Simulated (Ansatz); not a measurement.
**Two runs on Al₂Cu**

System: Al₂Cu (6 atoms in the cell).
Method of run A: DFT PBEsol, scalar-relativistic, plane waves, PAW, no spin polarisation (Ansatz 0.2.0).

The structure derives from an entry of the Crystallography Open Database. Text and figures count atoms from 1; the logs count them from 0 in places.

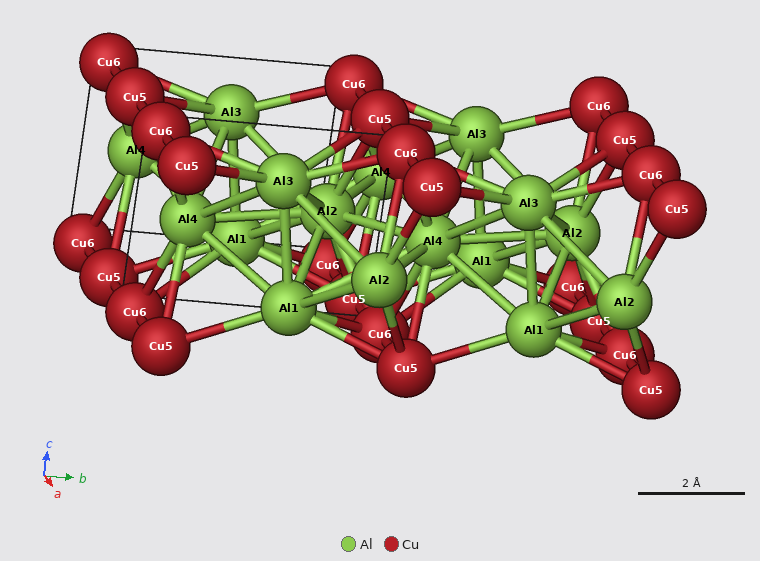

Fig. 1: The input geometry (ball-and-stick view of the cell of the calculation, set on other vectors, repeated 2 × 2 × 1, seen slightly off an axis; atoms are numbered from 1 in the order of the input). An atom can appear more than once, as a periodic image.

## Input file, run A
```yaml
crystal:
  lattice:
    - [-2.9965506923, 2.9965506923, 2.4139243086]
    - [2.9965506923, -2.9965506923, 2.4139243086]
    - [2.9965506923, 2.9965506923, -2.4139243086]
  atoms:
    - { symbol: Al, position: [0.1178936384, 0.5845219353, 0.7852682129] }
    - { symbol: Al, position: [0.659319958, 0.840680042, 0.5] }
    - { symbol: Al, position: [0.840680042, 0.340680042, 0.181360084] }
    - { symbol: Al, position: [0.340680042, 0.159319958, 0.5] }
    - { symbol: Cu, position: [0.75, 0.75, 0.0] }
    - { symbol: Cu, position: [0.25, 0.25, 0.0] }
basis:
  ecutwfc: 420
kpoints:
  mp_grid: { grid: [12, 12, 12] }
hamiltonian:
  xc: pbesol
scf:
  occupations: { method: gaussian, width: 0.15 }
output:
  forces: true
  stress: true
  eigenvalues: true
```

Command:
```bash
ansatz run input.yaml --threads 2 --pin off --max-ram 5120MiB --backend cpu --events-out ev --progress --plain --runs-dir out
```

Hardware: 2 threads of Arm Neoverse V1, 24 GiB of memory available, shared host.

## Output, shortened to warnings, some set-up lines, iterations and results (run A)
```
Basis set: ecut = 420 eV, 1681 PW (Γ), exchange–correlation on 72×72×72 points (8 copies of the dense FFT grid, shifted against one another)
Symmetry: 1 space group operations
k-points: 868 of 1728 (time reversal used)
Initial density: superposition of atomic densities (neutral atoms: chi_scale 0, normalization atom), corrected by the library's trained network
[...]
SCF iter   1: F=—  HF=-15276.613807 eV  |F-HF|=—  |Δ(HF+E_count)|=         —  Δρ=4.78e-3  dr2=1.15e-2  ethr=1.77e-3  ⟨swp⟩=7.5  Hψ=132107  notcnv=0
SCF iter   2: F=—  HF=-15276.609906 eV  |F-HF|=—  |Δ(HF+E_count)|=   3.90e-3  Δρ=1.47e-3  dr2=4.86e-3  ethr=2.30e-5  ⟨swp⟩=2.3  Hψ=52763  notcnv=0
SCF iter   3: F=—  HF=-15276.609225 eV  |F-HF|=—  |Δ(HF+E_count)|=   6.81e-4  Δρ=9.63e-4  dr2=1.82e-3  ethr=9.73e-6  ⟨swp⟩=1.0  Hψ=25883  notcnv=0
SCF iter   4: F=—  HF=-15276.608770 eV  |F-HF|=—  |Δ(HF+E_count)|=   4.55e-4  Δρ=2.62e-4  dr2=1.63e-4  ethr=3.65e-6  ⟨swp⟩=2.1  Hψ=38214  notcnv=0
SCF iter   5: F=—  HF=-15276.608732 eV  |F-HF|=—  |Δ(HF+E_count)|=   3.88e-5  Δρ=8.08e-5  dr2=7.50e-6  ethr=3.26e-7  ⟨swp⟩=2.1  Hψ=38602  notcnv=0
SCF iter   6: F=—  HF=-15276.608728 eV  |F-HF|=—  |Δ(HF+E_count)|=   3.96e-6  Δρ=3.45e-5  dr2=8.13e-7  ethr=1.50e-8  ⟨swp⟩=2.0  Hψ=38481  notcnv=0
SCF iter   7: F=-15276.608727 eV  HF=-15276.608727 eV  |F-HF|=6.04e-9  |Δ(HF+E_count)|=   1.91e-7  Δρ=4.35e-6  dr2=1.57e-8  ethr=2.00e-10  ⟨swp⟩=6.7  Hψ=128514  notcnv=0
SCF 1 converged in 7 iterations: F = -15276.608727 eV  dr2 = 1.57e-8
SCF converged after 7 iterations
Free energy (F): -15276.608727 eV
Harris-Foulkes:  -15276.608727 eV  (|F-HF|=6.04e-9)
Internal energy: -15276.585842 eV  (E = F + TS)
E sigma→0 (E₀):  -15276.597285 eV
Entropy (-TS):   -0.022886 eV (-3.814 meV/atom)
Fermi energy:    10.654930 eV
--- Per-component energies (eV) ---
  E_band       = -916.989848
  E_kinetic    = 694.873335
  E_local      = -12349.039264  (includes V_loc(G=0)·N_el)
  E_nonlocal   = 813.697084
  E_hartree    = 5586.085928
  E_xc         = -339.125185
  E_vxc        = -352.020158  (∫ρ·V_xc dr)
  E_paw        = -5062.393172  (= ΣΔE_a)
  E_vpaw       = -896.674034  (= ΣTr[D̂ρ^β])
  E_aug_tail   = 0.000524  (compensation charges beyond the density's cutoff)
  E_ewald      = -4621.174052
  E_core_change = 0.488960  (= ΣΔE_core)
  E_smearing   = -0.022886  (= −TS)
  E_closure    = -0.000000  (closes the sum)
  Σ components = -15276.608727   (vs F -15276.608727, Δ=0.00e0)
--- Forces (eV/Å), atoms counted from 1 ---
  atom   1  Al     1.02463014    -0.16140332     0.81143403
  atom   2  Al    -0.15274369     0.01139204    -0.20149095
  atom   3  Al    -0.27061851    -0.31310906    -0.20299874
  atom   4  Al    -0.11662556    -0.01925232    -0.07109527
  atom   5  Cu    -0.18682244     0.07183056    -0.00518588
  atom   6  Cu    -0.29781612     0.41053823    -0.33066149
  max |Σ_I F_I| component: 3.86e-6 eV/Å
--- Stress (GPa, compression-positive) ---
        0.591312       0.809703      -0.380011
        0.809703       2.410362      -1.383681
       -0.380011      -1.383681      -0.059045
  P = ⅓ Tr σ = 0.9809 GPa (9.809 kbar)
```

For run B the input was changed thus:
```diff
-    - { symbol: Al, position: [0.1178936384, 0.5845219353, 0.7852682129] }
+    - { symbol: Al, position: [0.159319958, 0.6259482549, 0.7852682129] }
```

What does this change do to the results?

With the same functional and potentials, run B lies 13.3 meV per atom lower. The pressure goes from 0.98 to 0.50 GPa. The largest force goes from 1.317 to 1.060 eV/Å. The number of SCF iterations is the same. The irreducible k-points go from 868 to 476. On the same kind of shared host run B took about 0.53 times as long.

## Output, shortened to warnings, some set-up lines, iterations and results (run B)
```
Basis set: ecut = 420 eV, 1681 PW (Γ), exchange–correlation on 72×72×72 points (8 copies of the dense FFT grid, shifted against one another)
Symmetry: 2 space group operations
k-points: 476 of 1728 (time reversal used)
Initial density: superposition of atomic densities (neutral atoms: chi_scale 0, normalization atom), corrected by the library's trained network
[...]
SCF iter   1: F=—  HF=-15276.693927 eV  |F-HF|=—  |Δ(HF+E_count)|=         —  Δρ=4.66e-3  dr2=1.16e-2  ethr=1.77e-3  ⟨swp⟩=7.5  Hψ=72527  notcnv=0
SCF iter   2: F=—  HF=-15276.690026 eV  |F-HF|=—  |Δ(HF+E_count)|=   3.90e-3  Δρ=1.49e-3  dr2=5.21e-3  ethr=2.31e-5  ⟨swp⟩=2.3  Hψ=28738  notcnv=0
SCF iter   3: F=—  HF=-15276.689275 eV  |F-HF|=—  |Δ(HF+E_count)|=   7.51e-4  Δρ=9.64e-4  dr2=1.91e-3  ethr=1.04e-5  ⟨swp⟩=1.1  Hψ=14213  notcnv=0
SCF iter   4: F=—  HF=-15276.688845 eV  |F-HF|=—  |Δ(HF+E_count)|=   4.30e-4  Δρ=4.03e-4  dr2=3.86e-4  ethr=3.83e-6  ⟨swp⟩=1.9  Hψ=17728  notcnv=0
SCF iter   5: F=—  HF=-15276.688753 eV  |F-HF|=—  |Δ(HF+E_count)|=   9.15e-5  Δρ=9.11e-5  dr2=1.99e-5  ethr=7.72e-7  ⟨swp⟩=2.1  Hψ=20444  notcnv=0
SCF iter   6: F=—  HF=-15276.688750 eV  |F-HF|=—  |Δ(HF+E_count)|=   3.67e-6  Δρ=1.34e-5  dr2=3.67e-7  ethr=3.99e-8  ⟨swp⟩=2.0  Hψ=21547  notcnv=0
SCF iter   7: F=-15276.688749 eV  HF=-15276.688749 eV  |F-HF|=2.23e-9  |Δ(HF+E_count)|=   6.66e-8  Δρ=4.25e-6  dr2=9.40e-9  ethr=2.00e-10  ⟨swp⟩=7.8  Hψ=67358  notcnv=0
SCF 1 converged in 7 iterations: F = -15276.688749 eV  dr2 = 9.40e-9
SCF converged after 7 iterations
Free energy (F): -15276.688749 eV
Harris-Foulkes:  -15276.688749 eV  (|F-HF|=2.23e-9)
Internal energy: -15276.666350 eV  (E = F + TS)
E sigma→0 (E₀):  -15276.677550 eV
Entropy (-TS):   -0.022400 eV (-3.733 meV/atom)
Fermi energy:    10.660528 eV
--- Per-component energies (eV) ---
  E_band       = -916.584178
  E_kinetic    = 694.610388
  E_local      = -12347.463546  (includes V_loc(G=0)·N_el)
  E_nonlocal   = 813.518395
  E_hartree    = 5585.599690
  E_xc         = -339.053820
  E_vxc        = -351.934120  (∫ρ·V_xc dr)
  E_paw        = -5062.284866  (= ΣΔE_a)
  E_vpaw       = -896.524800  (= ΣTr[D̂ρ^β])
  E_aug_tail   = 0.000523  (compensation charges beyond the density's cutoff)
  E_ewald      = -4622.082072
  E_core_change = 0.488960  (= ΣΔE_core)
  E_smearing   = -0.022400  (= −TS)
  E_closure    = -0.000000  (closes the sum)
  Σ components = -15276.688749   (vs F -15276.688749, Δ=0.00e0)
--- Forces (eV/Å), atoms counted from 1 ---
  atom   1  Al     1.05905871    -0.03802626     0.00000000
  atom   2  Al    -0.08170208     0.01111633     0.00000000
  atom   3  Al    -0.35754330    -0.39178535     0.00000000
  atom   4  Al    -0.12646287     0.01804423     0.00000000
  atom   5  Cu    -0.24667247     0.20032441     0.16133999
  atom   6  Cu    -0.24667247     0.20032441    -0.16133999
  max |Σ_I F_I| component: 5.51e-6 eV/Å
--- Stress (GPa, compression-positive) ---
        0.197778       0.941194       0.000000
        0.941194       2.001791       0.000000
        0.000000       0.000000      -0.709899
  P = ⅓ Tr σ = 0.4966 GPa (4.966 kbar)
```

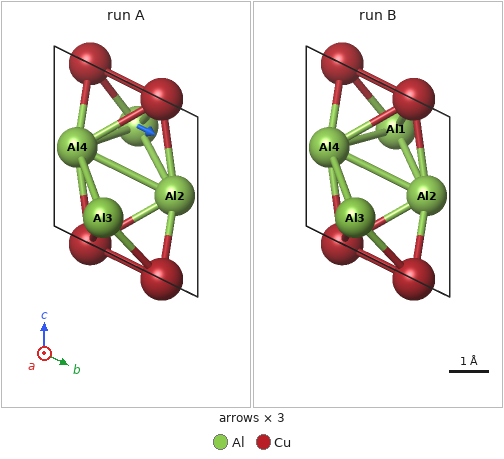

Fig. 2: The two input geometries at one scale (ball-and-stick view of the cell of the calculation, along the a axis). The blue arrows on the first give the shifts of the atoms relative to the cell, magnified 3 times. The atom that moves furthest is an Al atom (0.20 Å). Cu stays in place. The cell doesn't change. Among the contacts that change: Al–Al 3.110 → 2.944 Å, Al–Al 2.782 → 2.944 Å, Al–Al 3.243 → 3.084 Å, Al–Al 2.931 → 3.084 Å.

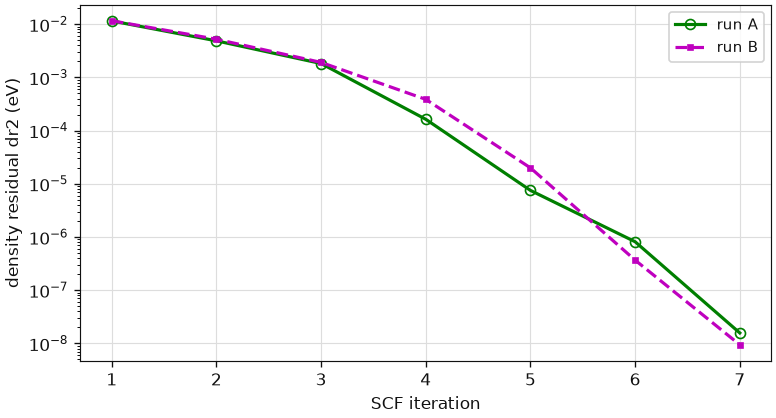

Fig. 3: Convergence of the two runs: density residual dr2 against the SCF iteration. Run A takes 7 iterations in all, and run B takes 7.

## The two runs side by side

| quantity | run A | run B |
| --- | --- | --- |
| outcome | converged | converged |
| free energy per atom (eV) | −2546.1015 | −2546.1148 |
| energy per atom, smearing taken to zero (eV) | −2546.0995 | −2546.1129 |
| gap on the mesh (eV) | 0.00 | 0.00 |
| pressure (GPa) | 0.98 | 0.50 |
| largest force (eV/Å) | 1.317 | 1.060 |
| SCF iterations | 7 | 7 |
| irreducible k-points | 868 | 476 |
| plane waves at Γ | 1681 | 1681 |
| wall time (shared host) | 2.1 min | 66 s |
